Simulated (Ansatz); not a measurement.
SiO2: geometry relaxation (part 2 of 2)

SiO2 (Pnnm, 24 atoms in the cell); DFT r2SCAN, scalar-relativistic, plane waves, PAW, no spin polarisation (Ansatz 0.2.0); cutoff 500 eV, 6×4×4 k-mesh, Gaussian smearing of 0.02 eV. The structure derives from a Materials Project entry. It belongs to a series of runs on one base structure; here: the database's cell, atoms relaxed.

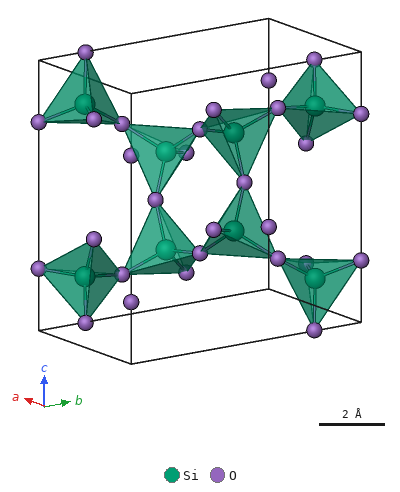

**Figure 1.** The geometry at step 3 of the log (polyhedral view of the cell of the calculation, seen at an oblique angle; polyhedra are completed across the faces of the cell).

### Output, continued
```
  k-point 1: bands = ["-20.1893", "-19.9084", "-19.7504", "-19.4565", "-19.2319", "-18.8497", "-18.6580", "-18.2523", "-18.2248", "-18.1970", "-18.1707", "-18.1628", "-18.1624", "-18.1604", "-18.1507", "-18.1495", "-9.2963", "-8.6015", "-8.2495", "-7.5092", "-6.9932", "-6.3327", "-6.1790", "-5.6435", "-5.5855", "-5.4633", "-5.4595", "-5.3378", "-5.2559", "-5.2331", "-5.0795", "-5.0154", "-3.1113", "-3.0996", "-2.6664", "-2.6475", "-2.6179", "-2.5939", "-2.2817", "-2.1552", "-2.1255", "-2.0250", "-1.9046", "-1.8879", "-1.7507", "-1.7066", "-1.6594", "-1.6014", "-1.5763", "-1.4173", "-1.3812", "-1.3204", "-1.1515", "-0.9608", "-0.9364", "-0.8782", "-0.6196", "-0.5790", "-0.4985", "-0.3543", "-0.2251", "-0.1018", "-0.0213", "0.0810", "6.7051", "8.0854", "9.0647", "9.1338", "9.5696", "9.8619", "9.9958", "10.3391", "10.4218", "10.5805", "10.6228", "11.0817", "11.2488", "11.2579", "11.3411", "11.4870", "11.5760", "11.5842", "11.5843", "12.1105", "12.2860", "12.5485", "12.5784", "12.7383"]
  k-point 2: bands = ["-20.0731", "-20.0731", "-19.6276", "-19.6276", "-19.0190", "-19.0190", "-18.4319", "-18.4319", "-18.2073", "-18.2073", "-18.1683", "-18.1683", "-18.1566", "-18.1566", "-18.1548", "-18.1548", "-8.9908", "-8.9908", "-7.9355", "-7.9355", "-6.6422", "-6.6422", "-5.8558", "-5.8558", "-5.4832", "-5.4832", "-5.3436", "-5.3436", "-5.2404", "-5.2404", "-5.1395", "-5.1395", "-3.0955", "-3.0955", "-2.6168", "-2.6168", "-2.4003", "-2.4003", "-2.3097", "-2.3097", "-2.1958", "-2.1958", "-1.9009", "-1.9009", "-1.8169", "-1.8169", "-1.6237", "-1.6237", "-1.5235", "-1.5235", "-1.3619", "-1.3619", "-1.0158", "-1.0158", "-0.9004", "-0.9004", "-0.4991", "-0.4991", "-0.4429", "-0.4429", "-0.1612", "-0.1612", "-0.0163", "-0.0163", "7.2843", "7.2843", "9.3119", "9.3119", "9.4619", "9.4619", "10.3680", "10.3680", "10.4520", "10.4520", "10.6698", "10.6698", "11.4398", "11.4398", "11.5007", "11.5007", "11.6263", "11.6263", "11.9466", "11.9466", "12.4361", "12.4361", "12.6027", "12.6027"]
  k-point 35: bands = ["-19.7852", "-19.7852", "-19.3040", "-19.3040", "-19.3011", "-19.3011", "-18.8188", "-18.8188", "-18.2308", "-18.2308", "-18.2033", "-18.2033", "-18.1966", "-18.1966", "-18.1738", "-18.1738", "-8.4115", "-8.4115", "-7.4433", "-7.4433", "-7.3784", "-7.3784", "-6.0328", "-6.0328", "-5.4174", "-5.4174", "-5.1108", "-5.1108", "-4.9597", "-4.9597", "-4.8262", "-4.8262", "-3.0616", "-3.0616", "-2.8768", "-2.8768", "-2.6349", "-2.6349", "-2.6086", "-2.6086", "-2.1620", "-2.1620", "-1.9975", "-1.9975", "-1.8639", "-1.8639", "-1.8215", "-1.8215", "-1.6453", "-1.6453", "-1.3653", "-1.3653", "-1.2140", "-1.2140", "-0.7847", "-0.7847", "-0.5485", "-0.5485", "-0.4458", "-0.4458", "-0.2068", "-0.2068", "-0.0887", "-0.0887", "9.2867", "9.2867", "9.3125", "9.3125", "9.4482", "9.4482", "9.5242", "9.5242", "10.6651", "10.6651", "11.0127", "11.0127", "11.1201", "11.1201", "11.1959", "11.1959", "11.4228", "11.4228", "11.6154", "11.6154", "12.0754", "12.0754", "12.1675", "12.1675"]
--- Relaxed structure (5 steps of the walk, 5 accepted, 0 SCFs on fresh bases) ---
  F+E_penalty+E_count = -14240.52788027 eV   max|allowed force component| = 9.163e-3 eV/Å
  atoms:
    - { symbol: Si, position: [0.9333576659000744, 0.173627612864811, 0.18165456540000519] }
    - { symbol: Si, position: [0.06664233409992569, 0.8263723871351889, 0.18165456540000519] }
    - { symbol: Si, position: [0.43335766590007435, 0.3263723871351889, 0.31834543459999487] }
    - { symbol: Si, position: [0.9333576659000744, 0.173627612864811, 0.8183454345999951] }
    - { symbol: Si, position: [0.06664233409992569, 0.8263723871351889, 0.8183454345999951] }
    - { symbol: Si, position: [0.43335766590007435, 0.3263723871351889, 0.681654565400005] }
    - { symbol: Si, position: [0.5666423340999257, 0.673627612864811, 0.31834543459999487] }
    - { symbol: Si, position: [0.5666423340999257, 0.673627612864811, 0.681654565400005] }
    - { symbol: O, position: [0.014823368663452206, 0.803552520230476, 1.2630485152023608e-19] }
    - { symbol: O, position: [0.5, 0.49999999999999994, 0.2694538733333513] }
    - { symbol: O, position: [0.5148233686634522, 0.6964474797695239, 0.5] }
    - { symbol: O, position: [0.9851766313365478, 0.19644747976952381, -1.2942804199185325e-19] }
    - { symbol: O, position: [0.12280032445643224, 0.2894419529804039, 0.7223256933013849] }
    - { symbol: O, position: [0.8771996755435677, 0.710558047019596, 0.7223256933013849] }
    - { symbol: O, position: [8.200388172148548e-21, -1.0453160317148159e-19, 0.7694538733333511] }
    - { symbol: O, position: [0.6228003244564322, 0.21055804701959602, 0.22232569330138488] }
    - { symbol: O, position: [0.3771996755435678, 0.7894419529804039, 0.22232569330138488] }
    - { symbol: O, position: [0.5, 0.49999999999999994, 0.730546126666649] }
    - { symbol: O, position: [0.3771996755435678, 0.7894419529804039, 0.7776743066986153] }
    - { symbol: O, position: [0.12280032445643224, 0.2894419529804039, 0.27767430669861515] }
    - { symbol: O, position: [0.6228003244564322, 0.21055804701959602, 0.7776743066986153] }
    - { symbol: O, position: [0.4851766313365478, 0.30355252023047613, 0.5] }
    - { symbol: O, position: [8.20038817214851e-21, 1.283043686468065e-19, 0.23054612666664875] }
    - { symbol: O, position: [0.8771996755435677, 0.710558047019596, 0.27767430669861515] }
```

### Trajectory as extended XYZ (Å, eV, eV/Å), 5 frames, from step=1 to step=5
```
24
Lattice="4.9580 0.0000 0.0000 0.0000 8.7413 0.0000 0.0000 0.0000 8.6786" Properties=species:S:1:pos:R:3:forces:R:3 step=1 energy=-14240.52689
Si    4.6294    1.5215    1.5731    0.0175   0.0084  -0.0068
Si    0.3286    7.2199    1.5731   -0.0175  -0.0084  -0.0068
Si    2.1504    2.8492    2.7663    0.0175  -0.0084   0.0068
Si    4.6294    1.5215    7.1056    0.0175   0.0084   0.0068
Si    0.3286    7.2199    7.1056   -0.0175  -0.0084   0.0068
Si    2.1504    2.8492    5.9124    0.0175  -0.0084  -0.0068
Si    2.8076    5.8921    2.7663   -0.0175   0.0084   0.0068
Si    2.8076    5.8921    5.9124   -0.0175   0.0084  -0.0068
O     0.0672    7.0041    0.0000   -0.0043   0.0014   0.0000
O     2.4790    4.3707    2.3568    0.0000   0.0000  -0.0272
O     2.5462    6.1079    4.3393   -0.0043  -0.0014   0.0000
O     4.8908    1.7372    0.0000    0.0043  -0.0014   0.0000
O     0.6107    2.5258    6.2626   -0.0140   0.0029   0.0046
O     4.3473    6.2155    6.2626    0.0140  -0.0029   0.0046
O     0.0000    0.0000    6.6961    0.0000   0.0000  -0.0272
O     3.0897    1.8449    1.9232   -0.0140  -0.0029   0.0046
O     1.8683    6.8964    1.9232    0.0140   0.0029   0.0046
O     2.4790    4.3707    6.3218    0.0000   0.0000   0.0272
O     1.8683    6.8964    6.7554    0.0140   0.0029  -0.0046
O     0.6107    2.5258    2.4161   -0.0140   0.0029  -0.0046
O     3.0897    1.8449    6.7554   -0.0140  -0.0029  -0.0046
O     2.4118    2.6335    4.3393    0.0043   0.0014   0.0000
O     0.0000    0.0000    1.9825    0.0000   0.0000   0.0272
O     4.3473    6.2155    2.4161    0.0140  -0.0029  -0.0046
24
Lattice="4.9580 0.0000 0.0000 0.0000 8.7413 0.0000 0.0000 0.0000 8.6786" Properties=species:S:1:pos:R:3:forces:R:3 step=2 energy=-14240.52700
Si    4.6299    1.5214    1.5732    0.0135   0.0074  -0.0072
Si    0.3281    7.2199    1.5732   -0.0135  -0.0074  -0.0072
Si    2.1509    2.8492    2.7662    0.0135  -0.0074   0.0072
Si    4.6299    1.5214    7.1055    0.0135   0.0074   0.0072
Si    0.3281    7.2199    7.1055   -0.0135  -0.0074   0.0072
Si    2.1509    2.8492    5.9125    0.0135  -0.0074  -0.0072
Si    2.8071    5.8921    2.7662   -0.0135   0.0074   0.0072
Si    2.8071    5.8921    5.9125   -0.0135   0.0074  -0.0072
O     0.0666    7.0044    0.0000   -0.0038   0.0041   0.0000
O     2.4790    4.3707    2.3560    0.0000   0.0000  -0.0231
O     2.5456    6.1076    4.3393   -0.0038  -0.0041   0.0000
O     4.8914    1.7369    0.0000    0.0038  -0.0041   0.0000
O     0.6111    2.5259    6.2626   -0.0114   0.0023   0.0033
O     4.3469    6.2154    6.2626    0.0114  -0.0023   0.0033
O     0.0000    0.0000    6.6953    0.0000   0.0000  -0.0231
O     3.0901    1.8448    1.9233   -0.0114  -0.0023   0.0033
O     1.8679    6.8966    1.9233    0.0114   0.0023   0.0033
O     2.4790    4.3707    6.3226    0.0000   0.0000   0.0231
O     1.8679    6.8966    6.7554    0.0114   0.0023  -0.0033
O     0.6111    2.5259    2.4160   -0.0114   0.0023  -0.0033
O     3.0901    1.8448    6.7554   -0.0114  -0.0023  -0.0033
O     2.4124    2.6337    4.3393    0.0038   0.0041   0.0000
O     0.0000    0.0000    1.9833    0.0000   0.0000   0.0231
O     4.3469    6.2154    2.4160    0.0114  -0.0023  -0.0033
24
Lattice="4.9580 0.0000 0.0000 0.0000 8.7413 0.0000 0.0000 0.0000 8.6786" Properties=species:S:1:pos:R:3:forces:R:3 step=3 energy=-14240.52738
Si    4.6315    1.5207    1.5737   -0.0098   0.0101   0.0074
Si    0.3265    7.2206    1.5737    0.0098  -0.0101   0.0074
Si    2.1525    2.8499    2.7656   -0.0098  -0.0101  -0.0074
Si    4.6315    1.5207    7.1049   -0.0098   0.0101  -0.0074
Si    0.3265    7.2206    7.1049    0.0098  -0.0101  -0.0074
Si    2.1525    2.8499    5.9131   -0.0098  -0.0101   0.0074
Si    2.8055    5.8914    2.7656    0.0098   0.0101  -0.0074
Si    2.8055    5.8914    5.9131    0.0098   0.0101   0.0074
O     0.0651    7.0076    0.0000   -0.0034   0.0159   0.0000
O     2.4790    4.3707    2.3504    0.0000   0.0000   0.0007
O     2.5441    6.1044    4.3393   -0.0034  -0.0159   0.0000
O     4.8929    1.7337    0.0000    0.0034  -0.0159   0.0000
O     0.6119    2.5268    6.2631    0.0057  -0.0005  -0.0010
O     4.3462    6.2145    6.2631   -0.0057   0.0005  -0.0010
O     0.0000    0.0000    6.6897    0.0000   0.0000   0.0007
O     3.0909    1.8438    1.9238    0.0057   0.0005  -0.0010
O     1.8671    6.8975    1.9238   -0.0057  -0.0005  -0.0010
O     2.4790    4.3707    6.3283    0.0000   0.0000  -0.0007
O     1.8671    6.8975    6.7549   -0.0057  -0.0005   0.0010
O     0.6119    2.5268    2.4156    0.0057  -0.0005   0.0010
O     3.0909    1.8438    6.7549    0.0057   0.0005   0.0010
O     2.4139    2.6369    4.3393    0.0034   0.0159   0.0000
O     0.0000    0.0000    1.9889    0.0000   0.0000  -0.0007
O     4.3462    6.2145    2.4156   -0.0057   0.0005   0.0010
24
Lattice="4.9580 0.0000 0.0000 0.0000 8.7413 0.0000 0.0000 0.0000 8.6786" Properties=species:S:1:pos:R:3:forces:R:3 step=4 energy=-14240.52788
Si    4.6276    1.5177    1.5765    0.0012  -0.0071  -0.0092
Si    0.3304    7.2236    1.5765   -0.0012   0.0071  -0.0092
Si    2.1486    2.8529    2.7628    0.0012   0.0071   0.0092
Si    4.6276    1.5177    7.1021    0.0012  -0.0071   0.0092
Si    0.3304    7.2236    7.1021   -0.0012   0.0071   0.0092
Si    2.1486    2.8529    5.9158    0.0012   0.0071  -0.0092
Si    2.8094    5.8884    2.7628   -0.0012  -0.0071   0.0092
Si    2.8094    5.8884    5.9158   -0.0012  -0.0071  -0.0092
O     0.0735    7.0241    0.0000    0.0031  -0.0024   0.0000
O     2.4790    4.3707    2.3385    0.0000   0.0000  -0.0035
O     2.5525    6.0879    4.3393    0.0031   0.0024   0.0000
O     4.8845    1.7172    0.0000   -0.0031   0.0024   0.0000
O     0.6088    2.5301    6.2688   -0.0009  -0.0015   0.0007
O     4.3492    6.2112    6.2688    0.0009   0.0015   0.0007
O     0.0000    0.0000    6.6778    0.0000   0.0000  -0.0035
O     3.0878    1.8406    1.9295   -0.0009   0.0015   0.0007
O     1.8702    6.9008    1.9295    0.0009  -0.0015   0.0007
O     2.4790    4.3707    6.3401    0.0000   0.0000   0.0035
O     1.8702    6.9008    6.7492    0.0009  -0.0015  -0.0007
O     0.6088    2.5301    2.4098   -0.0009  -0.0015  -0.0007
O     3.0878    1.8406    6.7492   -0.0009   0.0015  -0.0007
O     2.4055    2.6535    4.3393   -0.0031  -0.0024   0.0000
O     0.0000    0.0000    2.0008    0.0000   0.0000   0.0035
O     4.3492    6.2112    2.4098    0.0009   0.0015  -0.0007
24
Lattice="4.9580 0.0000 0.0000 0.0000 8.7413 0.0000 0.0000 0.0000 8.6786" Properties=species:S:1:pos:R:3:forces:R:3 step=5 energy=-14240.52788
Si    4.6276    1.5177    1.5765    0.0012  -0.0071  -0.0092
Si    0.3304    7.2236    1.5765   -0.0012   0.0071  -0.0092
Si    2.1486    2.8529    2.7628    0.0012   0.0071   0.0092
Si    4.6276    1.5177    7.1021    0.0012  -0.0071   0.0092
Si    0.3304    7.2236    7.1021   -0.0012   0.0071   0.0092
Si    2.1486    2.8529    5.9158    0.0012   0.0071  -0.0092
Si    2.8094    5.8884    2.7628   -0.0012  -0.0071   0.0092
Si    2.8094    5.8884    5.9158   -0.0012  -0.0071  -0.0092
O     0.0735    7.0241    0.0000    0.0031  -0.0024   0.0000
O     2.4790    4.3707    2.3385    0.0000   0.0000  -0.0035
O     2.5525    6.0879    4.3393    0.0031   0.0024   0.0000
O     4.8845    1.7172    0.0000   -0.0031   0.0024   0.0000
O     0.6088    2.5301    6.2688   -0.0009  -0.0015   0.0007
O     4.3492    6.2112    6.2688    0.0009   0.0015   0.0007
O     0.0000    0.0000    6.6778    0.0000   0.0000  -0.0035
O     3.0878    1.8406    1.9295   -0.0009   0.0015   0.0007
O     1.8702    6.9008    1.9295    0.0009  -0.0015   0.0007
O     2.4790    4.3707    6.3401    0.0000   0.0000   0.0035
O     1.8702    6.9008    6.7492    0.0009  -0.0015  -0.0007
O     0.6088    2.5301    2.4098   -0.0009  -0.0015  -0.0007
O     3.0878    1.8406    6.7492   -0.0009   0.0015  -0.0007
O     2.4055    2.6535    4.3393   -0.0031  -0.0024   0.0000
O     0.0000    0.0000    2.0008    0.0000   0.0000   0.0035
O     4.3492    6.2112    2.4098    0.0009   0.0015  -0.0007
```

The run was set up as follows.

### Input
```yaml
crystal:
  lattice:
    - [4.95800694, 0.0, 0.0]
    - [0.0, 8.74132278, 0.0]
    - [0.0, 0.0, 8.67864274]
  atoms:
    - { symbol: Si, position: [0.93371437, 0.17405478, 0.18125693] }
    - { symbol: Si, position: [0.06628563, 0.82594522, 0.18125693] }
    - { symbol: Si, position: [0.43371437, 0.32594522, 0.31874307] }
    - { symbol: Si, position: [0.93371437, 0.17405478, 0.81874307] }
    - { symbol: Si, position: [0.06628563, 0.82594522, 0.81874307] }
    - { symbol: Si, position: [0.43371437, 0.32594522, 0.68125693] }
    - { symbol: Si, position: [0.56628563, 0.67405478, 0.31874307] }
    - { symbol: Si, position: [0.56628563, 0.67405478, 0.68125693] }
    - { symbol: O, position: [0.01355129, 0.8012656, 0.0] }
    - { symbol: O, position: [0.5, 0.5, 0.27156622] }
    - { symbol: O, position: [0.51355129, 0.6987344, 0.5] }
    - { symbol: O, position: [0.98644871, 0.1987344, 0.0] }
    - { symbol: O, position: [0.12317522, 0.28894736, 0.72160604] }
    - { symbol: O, position: [0.87682478, 0.71105264, 0.72160604] }
    - { symbol: O, position: [0.0, 0.0, 0.77156622] }
    - { symbol: O, position: [0.62317522, 0.21105264, 0.22160604] }
    - { symbol: O, position: [0.37682478, 0.78894736, 0.22160604] }
    - { symbol: O, position: [0.5, 0.5, 0.72843378] }
    - { symbol: O, position: [0.37682478, 0.78894736, 0.77839396] }
    - { symbol: O, position: [0.12317522, 0.28894736, 0.27839396] }
    - { symbol: O, position: [0.62317522, 0.21105264, 0.77839396] }
    - { symbol: O, position: [0.48644871, 0.3012656, 0.5] }
    - { symbol: O, position: [0.0, 0.0, 0.22843378] }
    - { symbol: O, position: [0.87682478, 0.71105264, 0.27839396] }
basis:
  ecutwfc: 500
kpoints:
  mp_grid: { grid: [6, 4, 4] }
hamiltonian:
  xc: r2scan
scf:
  occupations: { method: gaussian, width: 0.02 }
output:
  forces: true
  stress: true
  eigenvalues: true
relax:
  adjacent_minimum: "off"
  f_tol: 0.01
  max_steps: 40
```

Launch command:
```bash
ansatz run input.yaml --threads 4 --pin off --max-ram 10240MiB --backend cpu --events-out ev --progress --plain --runs-dir out
```

### Summary

- outcome: converged
- space group (tolerance 0.01 Å): Pnnm (58)
- electrons treated: 128
- free energy: −14240.5279 eV
- Fermi energy: 3.330 eV
- gap on the k-point mesh: 6.32 eV
- pressure: 0.00 GPa
- final volume: 376.13 Å³
- largest force (length of the vector) at the end: 0.012 eV/Å
- final cell: a = 4.958 Å, b = 8.741 Å, c = 8.679 Å, α = 90.00°, β = 90.00°, γ = 90.00°
- hardware: 4 threads of Intel Xeon @ 2.50GHz (Skylake/Cascade Lake), 32 GiB of memory available, shared host
- wall time: 4.2 min (CPU time 16 min)
- peak memory: 2.5 GiB

Warnings of the run: the SCF threshold is looser than advised for the printed stress.
